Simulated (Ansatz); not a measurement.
## Electronic structure of C in real space

```
C
1.0
     0.00000   -4.35016    0.00000
    -2.51156    0.00000    0.00000
     0.00000    0.00000   -8.36071
C
16
Cartesian
  0.0000 -2.9001 -8.0984
  -1.2558 -0.7250 -8.0984
  0.0000 -2.9001 -3.9181
  -1.2558 -0.7250 -3.9181
  -1.3758 -3.6251 -6.0083
  -0.1200 -1.4500 -6.0083
  -1.1358 -3.6251 -1.8279
  -2.3916 -1.4500 -1.8279
  -0.1175 -2.9001 -6.5328
  -1.3733 -0.7250 -6.5328
  -2.3940 -2.9001 -2.3525
  -1.1382 -0.7250 -2.3525
  -1.2800 -3.6251 -4.4426
  -0.0242 -1.4500 -4.4426
  -1.2315 -3.6251 -0.2623
  -2.4873 -1.4500 -0.2623
```

Space group Cc; not relaxed (largest force 0.8 eV/Å).

These are results of DFT PBE, scalar-relativistic, plane waves, PAW in Ansatz, not measurements.

In a PAW calculation such maps are meaningful between the atoms, not at the nuclei.

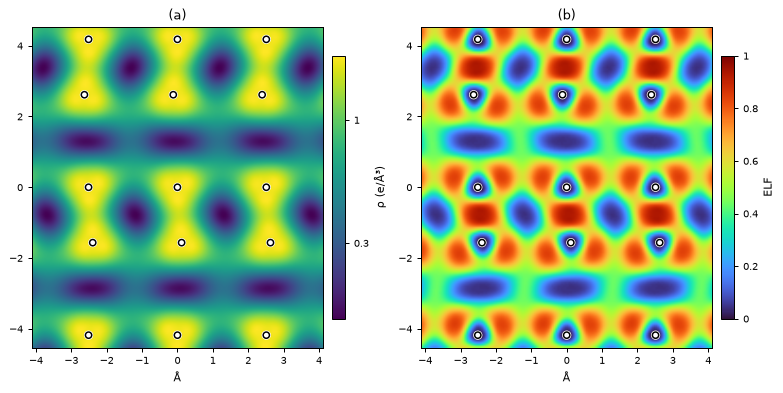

Figure 1. (a) valence electron density; (b) electron localisation function on the (100) plane of the conventional cell. Circles mark the nuclei in the plane (C).

Q: Describe what can be read from this map.

A: Atoms in the plane: C. Atoms just off the plane (C, 0.7 Å away) can leave unmarked features too. C–C (1.57 Å): the density is about 1.5 e/Å³ at the midpoint; the ELF peaks at about 0.95 between the atoms: a covalent bond. Between the atoms the lowest density in this plane is 0.14 e/Å³.

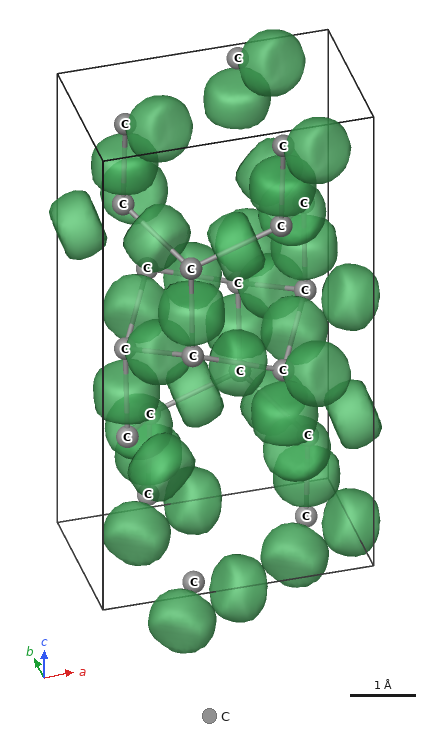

Figure 2. Isosurface of the electron localisation function at 0.7 (green), seen at an oblique angle. Only the valence region is drawn (cores and ρ < 0.01 e/Å³ removed). Sticks mark near contacts.

Q: Describe the localisation domains.

A: At this value the surface marks out 32 regions between bonded C–C atoms (shared pairs), counted in one cell of 16 atoms. Regions shared between cells count once. Along the contacts the grid gives the following. C–C (1.52 Å): the ELF peaks at about 0.95 between the atoms, as expected for localised, covalent bonding.

Q: Does the calculation give a band gap?

A: It is gapped, with a Kohn–Sham gap of 3.3 eV on the k-point mesh (the band edges may lie off the mesh, which would make the gap smaller).
